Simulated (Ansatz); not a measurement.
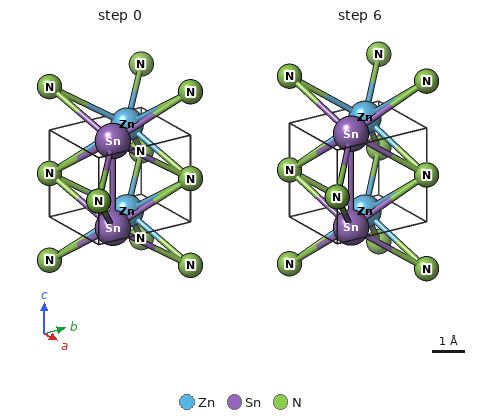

The structure of crystalline ZnSnN (a generated structure, set up in P-6m2) (coarse preliminary run) before (left) and after (right) a relaxation, at one scale.

The picture is a ball-and-stick view of the cell of the calculation, seen slightly off an axis.

Computed with Ansatz 0.2.0, DFT PBE, scalar-relativistic, plane waves, PAW.

Input
```yaml
crystal:
  lattice:
    - [4.5770107416, 0.0, 0.0]
    - [-2.2885053708, 3.9638075757, 0.0]
    - [0.0, 0.0, 2.8359608943]
  atoms:
    - { symbol: Zn, position: [0.3333333333, 0.6666666667, 0.0] }
    - { symbol: Sn, position: [0.6666666667, 0.3333333333, 0.0] }
    - { symbol: "N", position: [0.0, 0.0, 0.5] }
basis:
  ecutwfc: 420
kpoints:
  mp_grid: { grid: [6, 6, 6] }
hamiltonian:
  xc: pbe
scf:
  occupations: { method: gaussian, width: 0.1 }
  lower_state_search: "off"
output:
  forces: true
  stress: true
  eigenvalues: true
relax:
  adjacent_minimum: "off"
  f_tol: 0.04
  max_steps: 70
  cell: { stress_tol: 0.4 }
```

Run as
```bash
ansatz run input.yaml --threads 1 --pin off --max-ram 2048MiB --backend cpu --events-out ev --progress --plain --runs-dir out
```

### What changed between the two?

The atoms keep their places relative to the cell (all moves are under 0.005 Å). The volume changes by +2.1 %, with a = b 4.577 → 4.449 Å (−2.8 %), c 2.836 → 3.064 Å (+8.0 %). Among the contacts that change: Sn2–Sn2 2.836 → 3.064 Å, Zn1–Sn2 2.643 → 2.568 Å, Sn2–N3 2.999 → 2.991 Å, Zn1–N3 2.999 → 2.991 Å. The space group stays P-6m2 (No. 187). The energy falls by 36.7 meV per atom in 3 accepted moves (6 points after the start). All forces vanish by symmetry, so only the cell relaxes. The pressure goes from 0.92 to 0.12 GPa. The line search rejected the trial step at point 2 of the run. At 2 points the geometry stayed and the basis and grid were re-selected for the new cell (energy shift of 1.7 meV per atom at most each time). Cost: 22 s on 1 thread of Arm Neoverse V2, on a shared host, peak memory 0.35 GiB.
